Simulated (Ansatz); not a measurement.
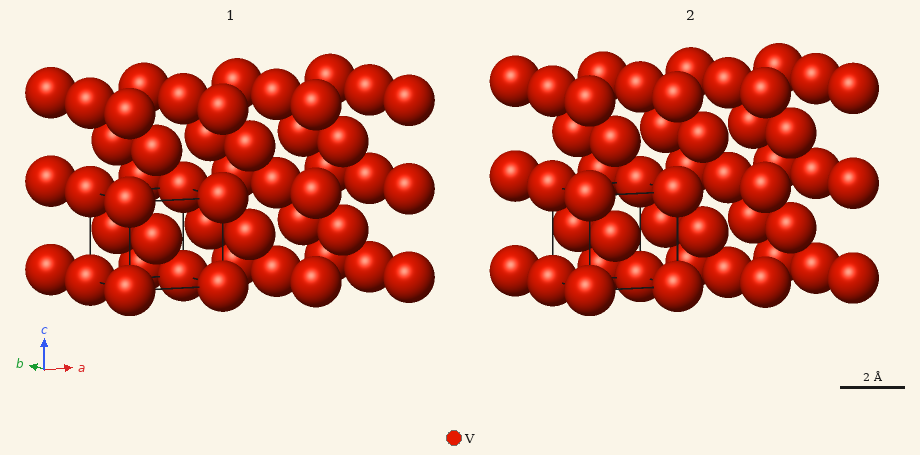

Two geometries of solid V (set up in Im-3m): one is the relaxed structure, the other was perturbed away from it. Style: spheres-only. Shown: the cell of the calculation, repeated 3 × 2 × 2 with one cell outlined, slightly off an axis.

All numbers below come from Ansatz 0.2.0, DFT PBE, scalar-relativistic, plane waves, PAW. Set-up: plane-wave cutoff 420 eV; k-point mesh 18 × 18 × 18; occupations gaussian; smearing width 0.1 eV; no spin polarisation.

Which is the distorted one, and what does the distortion cost?

Answer. Structure 1 is the perturbed one. Biaxial strain in the a–b plane, +6.0 %, is applied. The c axis and the atoms are relaxed. It costs 58.9 meV per atom. The pressure goes from 0.0 to −6.9 GPa. The principal stresses (compression positive) are 0.0 GPa along c and −10.3 GPa across it. The drawn cell changes as follows: a = b 2.997 → 3.177 Å (+6.0 %), c 2.997 → 2.797 Å (−6.7 %); the volume changes by +4.9 %. The atoms keep their places relative to the cell (all moves are under 0.005 Å). Among the bonded contacts that change: V–V 2.997 → 2.797 Å, V–V 2.596 → 2.646 Å. The space group (tolerance 0.01 Å) goes from Im-3m (No. 229) to I4/mmm (No. 139).
